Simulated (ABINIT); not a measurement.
## Geometry relaxation of C

- system: C (I4₁/amd, 2 atoms in the cell)
- method: Kohn-Sham DFT of a periodic cell, PBE, JTH PAW PBE v2.0, no spin polarisation (ABINIT 10.8.3)

The structure derives from an entry of the Crystallography Open Database. The geometry was changed: biaxial strain of -4 %.

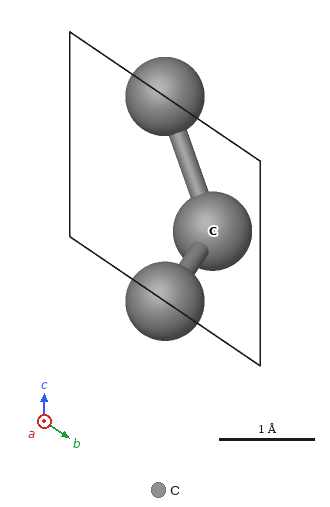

The input geometry (ball-and-stick view of the reduced cell, along the a axis). An atom can appear more than once, as a periodic image.

**Summary**

- outcome: converged
- space group (tolerance 0.01 Å): I4₁/amd (141)
- electrons treated: 8
- free energy: −312.3593 eV
- Fermi energy: 13.328 eV
- gap on the k-point mesh: 3.78 eV
- pressure: 42.66 GPa
- final volume: 10.45 Å³
- largest force (length of the vector): under 0.001 eV/Å
- hardware: 1 thread of Arm Neoverse V1, 24 GiB of memory available, shared host
- wall time: 6.9 s
- peak memory: 0.07 GiB

**The input**
```
# Pseudopotentials
pp_dirpath "./"
pseudos "C.GGA_PBE-JTH.xml"

# Structure
acell 3*1.0
rprim
     0.0000000000     3.2352776437     3.3700808789
     3.2352776437     0.0000000000     3.3700808789
     3.2352776437     3.2352776437     0.0000000000
ntypat 1
znucl 6
natom 2
typat 1 1
xred
     0.7500000000     0.7500000000     0.7500000000
     0.5000000000     0.5000000000     0.5000000000
chkprim 0
chksymtnons 0
tolsym 1.0e-6

# Plane-wave basis
ecut 19.0
pawecutdg 38.0
pawxcdev 0
pawovlp -1

# k points
kptopt 1
ngkpt 10 10 10
nshiftk 1
shiftk 0.0 0.0 0.0

# Exchange and correlation
ixc 11

# Bands and occupations
nband 8
occopt 3
tsmear 0.00183747

# SCF cycle
nstep 100
tolvrs 1.0e-9

# Output
iomode 3
prtwf 0
prtden 0
prteig 0
prtebands 0
enunit 1

# Relaxation
ionmov 22
ntime 60
tolmxf 0.0005
```

Run as:
```bash
abinit run.abi > log 2>&1
```

**Log**
```
.Version 10.8.3 of ABINIT
 Symmetries : space group I4_1/a m d (#141); Bravais tI (body-center tetrag.)
================================================================================
 Values of the parameters that define the memory need of the present run
     intxc =       0    ionmov =      22      iscf =      17    lmnmax =       8
     lnmax =       4     mgfft =      20  mpssoang =       2    mqgrid =    3001
     natom =       2  nloc_mem =       2    nspden =       1   nspinor =       1
    nsppol =       1      nsym =      16    n1xccc =       1    ntypat =       1
    occopt =       3   xclevel =       2
       mpw =         296          nfft =        8000          nkpt =         102
 PAW method is used; the additional fine FFT grid is defined by:
   mgfftf=        27    nfftf =     19683
================================================================================
================================================================================

--------------------------------------------------------------------------------
------------- Echo of variables that govern the present computation ------------
--------------------------------------------------------------------------------
 -outvars: echo values of preprocessed input variables --------
            acell      1.0000000000E+00  1.0000000000E+00  1.0000000000E+00 Bohr
              amu      1.20110000E+01
          chkprim           0
      chksymtnons           0
             ecut      1.90000000E+01 Hartree
           enunit           1
           ionmov          22
                       outvar_i_n : Printing only first  50 k-points.
              ixc          11
                       outvar_i_n : Printing only first  50 k-points.
         kptrlatt       10    0    0      0   10    0      0    0   10
          kptrlen      4.57537352E+01
            natom           2
            nband           8
            ngfft          20      20      20
          ngfftdg          27      27      27
             nkpt         102
            nstep         100
             nsym          16
            ntime          60
           ntypat           1
                       prtocc : prtvol=0, do not print more k-points.
           occopt           3
        pawecutdg      3.80000000E+01 Hartree
          pawovlp     -1.0000000000E+00
         pawxcdev           0
           prtden           0
        prtebands           0
           prteig           0
            prtwf           0
            rprim      0.0000000000E+00  3.2352776437E+00  3.3700808789E+00
                       3.2352776437E+00  0.0000000000E+00  3.3700808789E+00
                       3.2352776437E+00  3.2352776437E+00  0.0000000000E+00
          spgroup         141
           tolmxf      5.00000000E-04
           tolsym      1.00000000E-06
           tolvrs      1.00000000E-09
           tsmear      1.83747000E-03 Hartree
            typat      1  1
           useylm           1
                       outvars : Printing only first  50 k-points.
           xangst      2.5680527982E+00  2.5680527982E+00  2.6750549982E+00
                       1.7120351988E+00  1.7120351988E+00  1.7833699988E+00
            xcart      4.8529164655E+00  4.8529164655E+00  5.0551213184E+00
                       3.2352776437E+00  3.2352776437E+00  3.3700808789E+00
             xred      7.5000000000E-01  7.5000000000E-01  7.5000000000E-01
                       5.0000000000E-01  5.0000000000E-01  5.0000000000E-01
            znucl        6.00000

================================================================================

 chkinp: Checking input parameters for consistency.

================================================================================
== DATASET  1 ==================================================================

--- !DatasetInfo
iteration_state: {dtset: 1, }
dimensions: {natom: 2, nkpt: 102, mband: 8, nsppol: 1, nspinor: 1, nspden: 1, mpw: 296, }
cutoff_energies: {ecut:  19.0, pawecutdg:  38.0, }
electrons: {nelect:   8.00000000E+00, charge:   0.00000000E+00, occopt:   3.00000000E+00, tsmear:   1.83747000E-03, }
meta: {optdriver: 0, ionmov: 22, optcell: 0, iscf: 17, paral_kgb: 0, }
...

 Exchange-correlation functional for the present dataset will be:
  GGA: Perdew-Burke-Ernzerhof functional - ixc=11
  J.P.Perdew, K.Burke, M.Ernzerhof, PRL 77, 3865 (1996)

 Real(R)+Recip(G) space primitive vectors, cartesian coordinates (Bohr,Bohr^-1):
 R(1)=  0.0000000  3.2352776  3.3700809  G(1)= -0.1545462  0.1545462  0.1483644
 R(2)=  3.2352776  0.0000000  3.3700809  G(2)=  0.1545462 -0.1545462  0.1483644
 R(3)=  3.2352776  3.2352776  0.0000000  G(3)=  0.1545462  0.1545462 -0.1483644
 Unit cell volume ucvol=  7.0549418E+01 bohr^3
 Angles (23,13,12)=  6.06795321E+01  6.06795321E+01  5.86409358E+01 degrees

 Coarse grid specifications (used for wave-functions):

 getcut: wavevector=  0.0000  0.0000  0.0000  ngfft=  20  20  20
         ecut(hartree)=     19.000   => boxcut(ratio)=   2.18362

 Fine grid specifications (used for densities):

 getcut: wavevector=  0.0000  0.0000  0.0000  ngfft=  27  27  27
         ecut(hartree)=     38.000   => boxcut(ratio)=   2.00691

--- Pseudopotential description ------------------------------------------------
- pspini: atom type   1  psp file is ./C.GGA_PBE-JTH.xml
 Pseudopotential format is: paw10
 basis_size (lnmax)=  4 (lmn_size=  8), orbitals=   0   0   1   1
 Spheres core radius: rc_sph= 1.50736703
 Shapefunction is SIN type: shapef(r)=[sin(pi*r/rshp)/(pi*r/rshp)]**2
 Radius for shape functions =  1.30052589
 Compensation charge density is not taken into account in XC energy/potential

   6.99883411E+01                                ecore*ucvol(ha*bohr**3)
--------------------------------------------------------------------------------

================================================================================

=== [ionmov=22] Limited-memory Broyden-Fletcher-Goldfarb-Shanno method
================================================================================

--- Iteration: ( 1/60) Internal Cycle: (1/1)
--------------------------------------------------------------------------------

---SELF-CONSISTENT-FIELD CONVERGENCE--------------------------------------------

--- !BeginCycle
iteration_state: {dtset: 1, itime: 1, icycle: 1, }
solver: {iscf: 17, nstep: 100, nline: 4, wfoptalg: 10, }
tolerances: {tolvrs: 1.00E-09, }
...

     iter   Etot(hartree)      deltaE(h)  residm     nres2
 ETOT  1  -11.469122038802    -1.147E+01 3.070E-01 1.062E+01
 ETOT  2  -11.481182054487    -1.206E-02 9.840E-04 1.130E+00
 ETOT  3  -11.478906051147     2.276E-03 9.275E-05 1.737E-02
 ETOT  4  -11.478995077441    -8.903E-05 1.070E-05 1.535E-03
 ETOT  5  -11.478992792784     2.285E-06 1.351E-06 9.261E-05
 ETOT  6  -11.478992714161     7.862E-08 3.468E-07 3.952E-07
 ETOT  7  -11.478992713660     5.014E-10 2.278E-08 3.035E-08
 ETOT  8  -11.478992713594     6.527E-11 7.505E-09 4.209E-09
 ETOT  9  -11.478992713591     3.055E-12 4.654E-10 1.672E-11

 At SCF step    9       nres2   =  1.67E-11 < tolvrs=  1.00E-09 =>converged.

 Cartesian components of stress tensor (hartree/bohr^3)
  sigma(1 1)= -1.93865806E-03  sigma(3 2)=  0.00000000E+00
  sigma(2 2)= -1.93865806E-03  sigma(3 1)=  0.00000000E+00
  sigma(3 3)= -4.72353223E-04  sigma(2 1)=  0.00000000E+00

--- !ResultsGS
iteration_state: {dtset: 1, itime: 1, icycle: 1, }
comment   : Summary of ground state results
lattice_vectors:
- [  0.0000000,   3.2352776,   3.3700809, ]
- [  3.2352776,   0.0000000,   3.3700809, ]
- [  3.2352776,   3.2352776,   0.0000000, ]
lattice_lengths: [   4.67167,    4.67167,    4.57537, ]
lattice_angles: [ 60.680,  60.680,  58.641, ] # degrees, (23, 13, 12)
lattice_volume:   7.0549418E+01
convergence: {deltae:  3.055E-12, res2:  1.672E-11, residm:  4.654E-10, diffor: null, }
etotal    :  -1.14789927E+01
entropy   :   0.00000000E+00
fermie    :   4.89807375E-01
cartesian_stress_tensor: # hartree/bohr^3
- [ -1.93865806E-03,   0.00000000E+00,   0.00000000E+00, ]
- [  0.00000000E+00,  -1.93865806E-03,   0.00000000E+00, ]
- [  0.00000000E+00,   0.00000000E+00,  -4.72353223E-04, ]
pressure_GPa:   4.2657E+01
xred      :
- [  7.5000E-01,   7.5000E-01,   7.5000E-01,  C]
- [  5.0000E-01,   5.0000E-01,   5.0000E-01,  C]
cartesian_forces: # hartree/bohr
- [ -2.46561883E-27,   4.68155474E-28,   4.19467304E-28, ]
- [  2.46561883E-27,  -4.68155474E-28,  -4.19467304E-28, ]
force_length_stats: {min:   2.54448395E-27, max:   2.54448395E-27, mean:   2.54448395E-27, }
...

 Integrated electronic density in atomic spheres:
 ------------------------------------------------
 Atom  Sphere_radius  Integrated_density
    1        1.50737          2.76834642
    2        1.50737          2.79747719

---OUTPUT-----------------------------------------------------------------------

 Cartesian coordinates (xcart) [bohr]
  4.85291646555000E+00  4.85291646555000E+00  5.05512131835000E+00
  3.23527764370000E+00  3.23527764370000E+00  3.37008087890000E+00
 Reduced coordinates (xred)
  7.50000000000000E-01  7.50000000000000E-01  7.50000000000000E-01
  5.00000000000000E-01  5.00000000000000E-01  5.00000000000000E-01
 Cartesian forces (fcart) [Ha/bohr]; max,rms= 2.46562E-27 1.46906E-27 (free atoms)
 -2.46561882845767E-27  4.68155473757785E-28  4.19467304481270E-28
  2.46561882845767E-27 -4.68155473757785E-28 -4.19467304481270E-28
 Gradient of E wrt nuclear positions in reduced coordinates (gred)
 -2.92825168018040E-27  6.56332273143882E-27  6.46234853557053E-27
  2.92825168018040E-27 -6.56332273143882E-27 -6.46234853557053E-27
 Total energy (etotal) [Ha]= -1.14789927135913E+01

 At Broyd/MD step   1, gradients are converged :
  max grad (force/stress) = 2.4656E-27 < tolmxf= 5.0000E-04 ha/bohr (free atoms)

================================================================================

 ----iterations are completed or convergence reached----

 Mean square residual over all n,k,spin=   70.406E-14; max=  46.538E-11
 reduced coordinates (array xred) for    2 atoms
       0.750000000000      0.750000000000      0.750000000000
       0.500000000000      0.500000000000      0.500000000000
 rms dE/dt=  6.9224E-27; max dE/dt=  6.6643E-27; dE/dt below (all hartree)
    1      -0.000000000000      0.000000000000      0.000000000000
    2       0.000000000000     -0.000000000000     -0.000000000000

 cartesian coordinates (angstrom) at end:
    1      2.56805279824280     2.56805279824280     2.67505499820596
    2      1.71203519882853     1.71203519882853     1.78336999880397

 cartesian forces (hartree/bohr) at end:
    1     -0.00000000000000     0.00000000000000     0.00000000000000
    2      0.00000000000000    -0.00000000000000    -0.00000000000000
 frms,max,avg= 1.4690585E-27 2.4656188E-27   0.000E+00  0.000E+00  0.000E+00 h/b

 cartesian forces (eV/Angstrom) at end:
    1     -0.00000000000000     0.00000000000000     0.00000000000000
    2      0.00000000000000    -0.00000000000000    -0.00000000000000
 frms,max,avg= 7.5542025E-26 1.2678722E-25   0.000E+00  0.000E+00  0.000E+00 e/A
 length scales=  1.000000000000  1.000000000000  1.000000000000 bohr
              =  0.529177210544  0.529177210544  0.529177210544 angstroms
 Fermi (or HOMO) energy (eV) =  13.32834   Average Vxc (eV)= -13.76302
 Eigenvalues (   eV  ) for nkpt= 102  k points:
 kpt#   1, nband=  8, wtk=  0.00100, kpt=  0.0000  0.0000  0.0000 (reduced coord)
 -11.10617   11.04320   11.72626   11.72626   17.15741   17.15741   17.68245   26.69274
 prteigrs : prtvol=0 or 1, do not print more k-points.

--- !EnergyTerms
iteration_state     : {dtset: 1, itime: 1, icycle: 1, }
comment             : Components of total free energy in Hartree
kinetic             :  7.14262947328373E+00
hartree             :  9.26400605113952E-01
xc                  : -4.39928573964234E+00
Ewald energy        : -1.31434663400771E+01
psp_core            :  9.92047043517448E-01
local_psp           : -4.51217348783615E+00
PAW spherical_terms :  1.51485154334624E+00
internal            : -1.14789969022942E+01
'-kT*entropy'       :  6.26636733023536E-16
total_energy        : -1.14789969022942E+01
total_energy_eV     : -3.12359418424747E+02
...

--- !EnergyTermsDC
iteration_state     : {dtset: 1, itime: 1, icycle: 1, }
comment             : '"Double-counting" decomposition of free energy'
band_energy         :  5.91660260845273E-01
Ewald energy        : -1.31434663400771E+01
psp_core            :  9.92047043517448E-01
xc_dc               : -7.41050321112416E-01
PAW spherical_terms :  8.21816643235466E-01
internal            : -1.14789927135913E+01
'-kT*entropy'       :  6.26636733023536E-16
total_energy_dc     : -1.14789927135913E+01
total_energy_dc_eV  : -3.12359304444335E+02
...

--- !EnergyTermsWithPAWCore
iteration_state     : {dtset: 1, itime: 1, icycle: 1, }
comment             : 'Components of total free energy, including PAW core contributions'
Total energy        : -7.61928312128550E+01
Total energy DC     : -7.61928270241521E+01
Total energy (eV)   : -2.07331255930783E+03
Total energy DC (eV): -2.07331244532742E+03
...

 Cartesian components of stress tensor (hartree/bohr^3)
  sigma(1 1)= -1.93865806E-03  sigma(3 2)=  0.00000000E+00
  sigma(2 2)= -1.93865806E-03  sigma(3 1)=  0.00000000E+00
  sigma(3 3)= -4.72353223E-04  sigma(2 1)=  0.00000000E+00

-Cartesian components of stress tensor (GPa)         [Pressure=  4.2657E+01 GPa]
- sigma(1 1)= -5.70372894E+01  sigma(3 2)=  0.00000000E+00
- sigma(2 2)= -5.70372894E+01  sigma(3 1)=  0.00000000E+00
- sigma(3 3)= -1.38971116E+01  sigma(2 1)=  0.00000000E+00

== END DATASET(S) ==============================================================
================================================================================

 -outvars: echo values of variables after computation  --------
            acell      1.0000000000E+00  1.0000000000E+00  1.0000000000E+00 Bohr
           etotal     -1.1478992714E+01
            fcart     -2.4656188285E-27  4.6815547376E-28  4.1946730448E-28
                       2.4656188285E-27 -4.6815547376E-28 -4.1946730448E-28
            rprim      0.0000000000E+00  3.2352776437E+00  3.3700808789E+00
                       3.2352776437E+00  0.0000000000E+00  3.3700808789E+00
                       3.2352776437E+00  3.2352776437E+00  0.0000000000E+00
           strten     -1.9386580640E-03 -1.9386580640E-03 -4.7235322349E-04
                       0.0000000000E+00  0.0000000000E+00  0.0000000000E+00
           xangst      2.5680527982E+00  2.5680527982E+00  2.6750549982E+00
                       1.7120351988E+00  1.7120351988E+00  1.7833699988E+00
             xred      7.5000000000E-01  7.5000000000E-01  7.5000000000E-01
                       5.0000000000E-01  5.0000000000E-01  5.0000000000E-01
 Calculation completed.
```
